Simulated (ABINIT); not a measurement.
CuO: positron calculation (part 2 of 2)

The same run, continued: CuO (C2/c, 4 atoms in the cell); Kohn-Sham DFT of a periodic cell, PBEsol, JTH PAW PBE v2.0, no spin polarisation (ABINIT 10.8.3); cutoff 598.65 eV, 7×7×4 k-mesh, fermi-dirac of 0.05 eV. The structure derives from an entry of the Crystallography Open Database.

Geometry of the input (Å; fractional positions):
```
2.3418  -1.7113  0.0000
2.3418  1.7113  0.0000
-0.8500  0.0000  5.0579
Cu 0.5000  -0.0000  0.5000
Cu 0.0000  0.5000  0.0000
O  0.4184  0.5816  0.7500
O  0.5816  0.4184  0.2500
```

Log, continued
```
 cartesian forces (eV/Angstrom) at end:
    1     -0.00000000000000    -0.00000000000000    -0.00000000000000
    2     -0.00000000000000    -0.00000000000000    -0.00000000000000
    3      0.00000000000000    -0.35847636533523     0.00000000000000
    4     -0.00000000000000     0.35847636533523    -0.00000000000000
 frms,max,avg= 1.4634736E-01 3.5847637E-01   0.000E+00  0.000E+00  0.000E+00 e/A
 length scales=  1.889726125908  1.889726125908  1.889726125908 bohr
              =  1.000000000000  1.000000000000  1.000000000000 angstroms
 Fermi (or HOMO) energy (hartree) =   0.20330   Average Vxc (hartree)=  -0.42967
 Eigenvalues (hartree) for nkpt=  60  k points:
 kpt#   1, nband= 30, wtk=  0.00510, kpt=  0.0000  0.0000  0.0000 (reduced coord)
  -3.92255   -3.92252   -2.36750   -2.36748   -2.36604   -2.36573   -2.35111   -2.35109
  -0.52850   -0.47861   -0.10016   -0.00295    0.01192    0.08140    0.08810    0.08813
   0.09047    0.09488    0.10402    0.10819    0.11643    0.12300    0.12510    0.14401
   0.21115    0.23798    0.26361    0.41870    0.50048    0.68865
      occupation numbers for kpt#   1
   2.00000    2.00000    2.00000    2.00000    2.00000    2.00000    2.00000    2.00000
   2.00000    2.00000    2.00000    2.00000    2.00000    2.00000    2.00000    2.00000
   2.00000    2.00000    2.00000    2.00000    2.00000    2.00000    2.00000    2.00000
   0.02754    0.00000    0.00000    0.00000    0.00000    0.00000
 prteigrs : prtvol=0 or 1, do not print more k-points.

--- !EnergyTerms
iteration_state     : {dtset: 1, }
comment             : Components of total free energy in Hartree
kinetic             :  3.68315889513438E+01
hartree             :  1.03961610535552E+02
xc                  : -1.11815346483267E+01
Ewald energy        : -2.48584466332425E+02
psp_core            :  1.52803378592402E+01
local_psp           : -2.62229538447491E+02
PAW spherical_terms : -6.18980193932236E+01
internal            : -4.27820021475331E+02
'-kT*entropy'       : -6.70249556060057E-04
total_energy        : -4.27820691724887E+02
total_energy_eV     : -1.16415940865487E+04
...

--- !EnergyTermsDC
iteration_state     : {dtset: 1, }
comment             : '"Double-counting" decomposition of free energy'
band_energy         : -4.36017955907254E+01
Ewald energy        : -2.48584466332425E+02
psp_core            :  1.52803378592402E+01
xc_dc               : -1.00589628728667E+02
PAW spherical_terms : -5.03244686078509E+01
internal            : -4.27820021400428E+02
'-kT*entropy'       : -6.70249556060057E-04
total_energy_dc     : -4.27820691649984E+02
total_energy_dc_eV  : -1.16415940845104E+04
...

--- !EnergyTermsWithPAWCore
iteration_state     : {dtset: 1, }
comment             : 'Components of total free energy, including PAW core contributions'
Total energy        : -3.45726081725557E+03
Total energy DC     : -3.45726081718067E+03
Total energy (eV)   : -9.40768594514373E+04
Total energy DC (eV): -9.40768594493991E+04
...

 Cartesian components of stress tensor (hartree/bohr^3)
  sigma(1 1)=  1.22825115E-04  sigma(3 2)=  0.00000000E+00
  sigma(2 2)=  2.70370897E-05  sigma(3 1)=  1.65947548E-05
  sigma(3 3)=  1.66640134E-04  sigma(2 1)=  0.00000000E+00

-Cartesian components of stress tensor (GPa)         [Pressure= -3.1039E+00 GPa]
- sigma(1 1)=  3.61363966E+00  sigma(3 2)=  0.00000000E+00
- sigma(2 2)=  7.95458642E-01  sigma(3 1)=  4.88234543E-01
- sigma(3 3)=  4.90272201E+00  sigma(2 1)=  0.00000000E+00

================================================================================
== DATASET  2 ==================================================================

--- !DatasetInfo
iteration_state: {dtset: 2, }
dimensions: {natom: 4, nkpt: 1, mband: 1, nsppol: 1, nspinor: 1, nspden: 1, mpw: 673, }
cutoff_energies: {ecut:  22.0, pawecutdg:  44.0, }
electrons: {nelect:   1.00000000E+00, charge:   0.00000000E+00, occopt:   2.00000000E+00, tsmear:   1.00000000E-02, }
meta: {optdriver: 0, ionmov: 0, optcell: 0, iscf: 17, paral_kgb: 0, }
...

 mkfilename : getden/=0, take file _DEN from output of DATASET   1.

 Real(R)+Recip(G) space primitive vectors, cartesian coordinates (Bohr,Bohr^-1):
 R(1)=  4.4254551 -3.2338883  0.0000000  G(1)=  0.1129827 -0.1546126  0.0189879
 R(2)=  4.4254551  3.2338883  0.0000000  G(2)=  0.1129827  0.1546126  0.0189879
 R(3)= -1.6063190  0.0000000  9.5579879  G(3)=  0.0000000  0.0000000  0.1046245
 Unit cell volume ucvol=  2.7357691E+02 bohr^3
 Angles (23,13,12)=  9.76901193E+01  9.76901193E+01  7.23147146E+01 degrees

 Coarse grid specifications (used for wave-functions):

 getcut: wavevector=  0.0000  0.0000  0.0000  ngfft=  24  24  45
         ecut(hartree)=     22.000   => boxcut(ratio)=   2.07481

 Fine grid specifications (used for densities):

 getcut: wavevector=  0.0000  0.0000  0.0000  ngfft=  36  36  60
         ecut(hartree)=     44.000   => boxcut(ratio)=   2.07363

--- Pseudopotential description ------------------------------------------------
- pspini: atom type   1  psp file is ./Cu.GGA_PBE-JTH.xml
 Pseudopotential format is: paw10
 basis_size (lnmax)=  6 (lmn_size= 18), orbitals=   0   0   1   1   2   2
 Spheres core radius: rc_sph= 2.00090475
 Shapefunction is SIN type: shapef(r)=[sin(pi*r/rshp)/(pi*r/rshp)]**2
 Radius for shape functions =  1.80603571
 Compensation charge density is not taken into account in XC energy/potential

- pspini: atom type   2  psp file is ./O.GGA_PBE-JTH.xml
 Pseudopotential format is: paw10
 basis_size (lnmax)=  4 (lmn_size=  8), orbitals=   0   0   1   1
 Spheres core radius: rc_sph= 1.41465230
 Shapefunction is SIN type: shapef(r)=[sin(pi*r/rshp)/(pi*r/rshp)]**2
 Radius for shape functions =  1.20231231
 Compensation charge density is not taken into account in XC energy/potential

--------------------------------------------------------------------------------

================================================================================

--- !BeginCycle
iteration_state: {dtset: 2, }
solver: {iscf: 17, nstep: 80, nline: 4, wfoptalg: 10, }
tolerances: {toldfe: 1.00E-09, }
...

     iter   Etot(hartree)      deltaE(h)  residm     nres2
 ETOT  1  -427.79443424429    -4.278E+02 5.799E+00 9.531E-01
 ETOT  2  -428.01917747453    -2.247E-01 1.698E+00 1.130E-01
 ETOT  3  -428.07601205251    -5.683E-02 2.437E+00 8.760E-02
 ETOT  4  -428.11474127357    -3.873E-02 7.394E-01 1.103E-02
 ETOT  5  -428.15065802194    -3.592E-02 1.651E+00 5.557E-03
 ETOT  6  -428.17385240339    -2.319E-02 3.904E-01 3.478E-03
 ETOT  7  -428.18913050714    -1.528E-02 1.083E+00 8.351E-04
 ETOT  8  -428.19792271916    -8.792E-03 1.378E-01 5.470E-04
 ETOT  9  -428.20327116372    -5.348E-03 4.014E-01 5.599E-03
 ETOT 10  -428.20638367665    -3.113E-03 4.829E-02 6.868E-04
 ETOT 11  -428.20826688228    -1.883E-03 1.447E-01 9.888E-04
 ETOT 12  -428.20938439233    -1.118E-03 1.751E-02 9.931E-04
 ETOT 13  -428.21006387419    -6.795E-04 5.265E-02 1.360E-03
 ETOT 14  -428.21047270734    -4.088E-04 6.476E-03 1.187E-03
 ETOT 15  -428.21071588348    -2.432E-04 1.920E-02 1.290E-03
 ETOT 16  -428.21087328388    -1.574E-04 2.437E-03 1.278E-03
 ETOT 17  -428.21096626569    -9.298E-05 7.176E-03 1.443E-03
 ETOT 18  -428.21102302660    -5.676E-05 9.157E-04 9.057E-04
 ETOT 19  -428.21105470842    -3.168E-05 2.651E-03 6.847E-04
 ETOT 20  -428.21093349230     1.212E-04 3.631E-04 1.543E-02
 ETOT 21  -428.21097067969    -3.719E-05 9.252E-04 1.158E-02
 ETOT 22  -428.21103923011    -6.855E-05 1.358E-04 5.441E-03
 ETOT 23  -428.21106748790    -2.826E-05 3.845E-04 3.459E-03
 ETOT 24  -428.21107713111    -9.643E-06 4.981E-05 2.773E-03
 ETOT 25  -428.21111068843    -3.356E-05 1.740E-04 6.520E-05
 ETOT 26  -428.21111181326    -1.125E-06 1.588E-05 9.930E-07
 ETOT 27  -428.21111252485    -7.116E-07 6.179E-05 3.926E-07
 ETOT 28  -428.21111294040    -4.156E-07 5.661E-06 1.197E-08
 ETOT 29  -428.21111319012    -2.497E-07 2.200E-05 1.904E-09
 ETOT 30  -428.21111333965    -1.495E-07 2.020E-06 1.421E-09
 ETOT 31  -428.21111342886    -8.921E-08 7.845E-06 1.551E-09
 ETOT 32  -428.21111348244    -5.358E-08 7.215E-07 1.440E-09
 ETOT 33  -428.21111351433    -3.189E-08 2.801E-06 3.769E-10
 ETOT 34  -428.21111353345    -1.912E-08 2.581E-07 2.893E-10
 ETOT 35  -428.21111354487    -1.142E-08 1.002E-06 2.527E-10
 ETOT 36  -428.21111355176    -6.882E-09 9.240E-08 1.574E-10
 ETOT 37  -428.21111355587    -4.110E-09 3.585E-07 1.225E-10
 ETOT 38  -428.21111355829    -2.429E-09 3.312E-08 9.162E-11
 ETOT 39  -428.21111355976    -1.466E-09 1.284E-07 1.256E-11
 ETOT 40  -428.21111356064    -8.789E-10 1.188E-08 6.466E-11
 ETOT 41  -428.21111356115    -5.148E-10 4.606E-08 9.965E-12

 At SCF step   41, etot is converged :
  for the second time, diff in etot=  5.148E-10 < toldfe=  1.000E-09

--- !ResultsGS
iteration_state: {dtset: 2, }
comment   : Summary of ground state results
lattice_vectors:
- [  4.4254551,  -3.2338883,   0.0000000, ]
- [  4.4254551,   3.2338883,   0.0000000, ]
- [ -1.6063190,   0.0000000,   9.5579879, ]
lattice_lengths: [   5.48112,    5.48112,    9.69203, ]
lattice_angles: [ 97.690,  97.690,  72.315, ] # degrees, (23, 13, 12)
lattice_volume:   2.7357691E+02
convergence: {deltae: -5.148E-10, res2:  9.965E-12, residm:  4.606E-08, diffor:  0.000E+00, }
etotal    :  -4.28211114E+02
entropy   :   0.00000000E+00
fermie    :  -3.90424575E-01
cartesian_stress_tensor: null
pressure_GPa: null
xred      :
- [  5.0000E-01,  -5.5306E-17,   5.0000E-01, Cu]
- [ -2.5057E-17,   5.0000E-01,   0.0000E+00, Cu]
- [  4.1840E-01,   5.8160E-01,   7.5000E-01,  O]
- [  5.8160E-01,   4.1840E-01,   2.5000E-01,  O]
cartesian_forces: null
force_length_stats: {min: null, max: null, mean: null, }
...

 Integrated electronic density in atomic spheres:
 ------------------------------------------------
 Atom  Sphere_radius  Integrated_density
    1        2.00090          0.05886707
    2        2.00090          0.05886707
    3        1.41465          0.01696424
    4        1.41465          0.01696424

--------------------------------------------------------------------------------
 Results for electron-positron annihilation:

2 computations of positron lifetime have been performed (with different enhancement factors).

########## Lifetime computation 1

 # Zero-positron density limit of Arponen and Pajanne provided by Boronski & Nieminen
   + GGA corrections
   Ref.: Boronski and R.M. Nieminen, Phys. Rev. B 34, 3820 (1986)
         B. Barbiellini, M.J. Puska, T. Torsti and R.M.Nieminen, Phys. Rev. B 51, 7341 (1995)
 # Enhancement factor of Boronski & Nieminen
   Ref.: Boronski and R.M. Nieminen, Phys. Rev. B 34, 3820 (1986)

 Positron lifetime                         (ps)   =  1.46768458E+02
 Positron lifetime with IPM for core elec. (ps)   =  1.46879026E+02
 Annihilation rate                         (ns-1) =  6.81345307E+00
 Annihilation rate with IPM for core elec. (ns-1) =  6.80832403E+00

 Annihilation rate core/valence decomposition:
   Core    contribution to ann.rate          (ns-1) =  6.79065002E-02
   Valence contribution to ann.rate          (ns-1) =  6.74554657E+00
   Core    contribution to ann.rate with IPM (ns-1) =  6.17284265E-02
   Valence contribution to ann.rate with IPM (ns-1) =  6.74659561E+00

 Annihilation rate PAW decomposition:
   Plane-wave contribution to ann.rate          (ns-1) =  6.49615581E+00
   Plane-wave valence contribution to ann.rate  (ns-1) =  6.48940976E+00
   On-site core contribution to ann.rate        (ns-1) =  6.11604514E-02
   On-site valence contribution to ann.rate     (ns-1) =  2.56136813E-01
   Plane-wave contribution to ann.rate with IPM (ns-1) =  6.49366818E+00
   Plane-wave core contrb. to ann.rate with IPM (ns-1) =  3.13347429E-03

########## Lifetime computation 2

 # Zero-positron density limit of Arponen and Pajanne provided by Boronski & Nieminen
   + GGA corrections
   Ref.: Boronski and R.M. Nieminen, Phys. Rev. B 34, 3820 (1986)
         B. Barbiellini, M.J. Puska, T. Torsti and R.M.Nieminen, Phys. Rev. B 51, 7341 (1995)
 # Enhancement factor of Boronski & Nieminen IN THE RPA LIMIT
   Ref.: Boronski and R.M. Nieminen, Phys. Rev. B 34, 3820 (1986)

 Positron lifetime                         (ps)   =  1.37835197E+02
 Positron lifetime with IPM for core elec. (ps)   =  1.37932679E+02
 Annihilation rate                         (ns-1) =  7.25504095E+00
 Annihilation rate with IPM for core elec. (ns-1) =  7.24991355E+00

 Annihilation rate core/valence decomposition:
   Core    contribution to ann.rate          (ns-1) =  6.79107370E-02
   Valence contribution to ann.rate          (ns-1) =  7.18713021E+00
   Core    contribution to ann.rate with IPM (ns-1) =  6.17284265E-02
   Valence contribution to ann.rate with IPM (ns-1) =  7.18818513E+00

 Annihilation rate PAW decomposition:
   Plane-wave contribution to ann.rate          (ns-1) =  6.93853049E+00
   Plane-wave valence contribution to ann.rate  (ns-1) =  6.93177502E+00
   On-site core contribution to ann.rate        (ns-1) =  6.11552722E-02
   On-site valence contribution to ann.rate     (ns-1) =  2.55355189E-01
   Plane-wave contribution to ann.rate with IPM (ns-1) =  6.93604512E+00
   Plane-wave core contrb. to ann.rate with IPM (ns-1) =  3.13347429E-03

      (*) IPM=Independent particle Model

================================================================================

 ----iterations are completed or convergence reached----

 Mean square residual over all n,k,spin=   46.063E-09; max=  46.063E-09
 reduced coordinates (array xred) for    4 atoms
       0.500000000000     -0.000000000000      0.500000000000
      -0.000000000000      0.500000000000      0.000000000000
       0.418400000000      0.581600000000      0.750000000000
       0.581600000000      0.418400000000      0.250000000000
 rms dE/dt=  0.0000E+00; max dE/dt=  0.0000E+00; dE/dt below (all hartree)
    1       0.000000000000      0.000000000000      0.000000000000
    2       0.000000000000      0.000000000000      0.000000000000
    3       0.000000000000      0.000000000000      0.000000000000
    4       0.000000000000      0.000000000000      0.000000000000

 cartesian coordinates (angstrom) at end:
    1      0.74591128660000    -0.85565000000000     2.52893469735000
    2      1.17092500000000     0.85565000000000     0.00000000000000
    3      1.70432942990000     0.27928416000000     3.79340204602500
    4      2.12934314330000    -0.27928416000000     1.26446734867500
 length scales=  1.889726125908  1.889726125908  1.889726125908 bohr
              =  1.000000000000  1.000000000000  1.000000000000 angstroms
 Fermi (or HOMO) energy (hartree) =  -0.39042   Average Vxc (hartree)=  -0.31220
 Eigenvalues (hartree) for nkpt=   1  k points:
 kpt#   1, nband=  1, wtk=  1.00000, kpt=  0.0000  0.0000  0.0000 (reduced coord)
  -0.39042

--- !EnergyTerms
iteration_state     : {dtset: 2, }
comment             : Components of total free energy in Hartree
kinetic             :  8.50246658865941E-02
local_psp           : -1.02115183888150E+00
PAW spherical_terms :  1.88771828161601E-02
positronic          : -9.17249990178726E-01
electronic          : -4.27820691649984E+02
electron_positron_interaction:  5.26826865950790E-01
total_energy        : -4.28211114774212E+02
total_energy_eV     : -1.16522180389432E+04
...

--- !EnergyTermsDC
iteration_state     : {dtset: 2, }
comment             : '"Double-counting" decomposition of free energy'
band_energy         : -3.90424575465638E-01
PAW spherical_terms :  0.00000000000000E+00
electron_positron_dc: -5.26824201655676E-01
positronic          : -9.17248777121296E-01
electronic          : -4.27820691649984E+02
electron_positron_interaction:  5.26826865950790E-01
total_energy_dc     : -4.28211113561154E+02
total_energy_dc_eV  : -1.16522180059342E+04
...

== END DATASET(S) ==============================================================
================================================================================

 -outvars: echo values of variables after computation  --------
            acell      1.8897261259E+00  1.8897261259E+00  1.8897261259E+00 Bohr
           etotal1    -4.2782069165E+02
           etotal2    -4.2821111356E+02
            fcart1    -1.0842021725E-19 -0.0000000000E+00 -1.3552527156E-20
                      -1.0842021725E-19 -0.0000000000E+00 -1.3552527156E-20
                       3.6343889815E-19 -6.9712553906E-03  2.9782537579E-20
                      -1.4659846365E-19  6.9712553906E-03 -2.6774832669E-21
            fcart2     9.9999999999E+99  9.9999999999E+99  9.9999999999E+99
                       9.9999999999E+99  9.9999999999E+99  9.9999999999E+99
                       9.9999999999E+99  9.9999999999E+99  9.9999999999E+99
                       9.9999999999E+99  9.9999999999E+99  9.9999999999E+99
            rprim      2.3418500000E+00 -1.7113000000E+00  0.0000000000E+00
                       2.3418500000E+00  1.7113000000E+00  0.0000000000E+00
                      -8.5002742680E-01  0.0000000000E+00  5.0578693947E+00
           strten1     1.2282511546E-04  2.7037089695E-05  1.6664013408E-04
                       0.0000000000E+00  1.6594754805E-05  0.0000000000E+00
           strten2     9.9999999999E+99  9.9999999999E+99  9.9999999999E+99
                       9.9999999999E+99  9.9999999999E+99  9.9999999999E+99
           xangst      7.4591128660E-01 -8.5565000000E-01  2.5289346973E+00
                       1.1709250000E+00  8.5565000000E-01  0.0000000000E+00
                       1.7043294299E+00  2.7928416000E-01  3.7934020460E+00
                       2.1293431433E+00 -2.7928416000E-01  1.2644673487E+00
             xred      5.0000000000E-01 -5.5305658498E-17  5.0000000000E-01
                      -2.5057490726E-17  5.0000000000E-01  0.0000000000E+00
                       4.1840000000E-01  5.8160000000E-01  7.5000000000E-01
                       5.8160000000E-01  4.1840000000E-01  2.5000000000E-01
 Calculation completed.
```

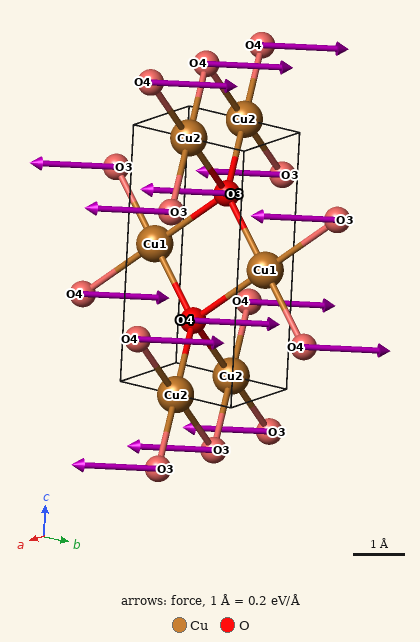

Figure 1. Forces on the atoms as pink arrows (ball-and-stick view of the cell of the calculation, seen slightly off an axis; neighbours outside the cell are drawn fainter; atoms are numbered from 1 in the order of the input). The largest act on O3, O4 (0.36 eV/Å). The geometry is not a stationary point of this energy.

Summary

```tsv
quantity	value
outcome	converged
space group (tolerance 0.01 Å)	C2/c (15)
electrons treated	50
free energy	−11641.5941 eV
positron lifetime (one of the program's estimates)	137.8 ps
Fermi energy	5.532 eV
gap on the k-point mesh	none (metallic)
pressure	−3.10 GPa
largest force (length of the vector)	0.358 eV/Å
hardware	1 thread of AMD EPYC (Zen 3), 16 GiB of memory available, shared host
wall time	1.8 min
peak memory	0.14 GiB
```

Notes

Points of doubt noted for this run: cutoff too low for stress; PAW basis incomplete for positron. The run has no spin polarisation, so a magnetic state may lie lower.
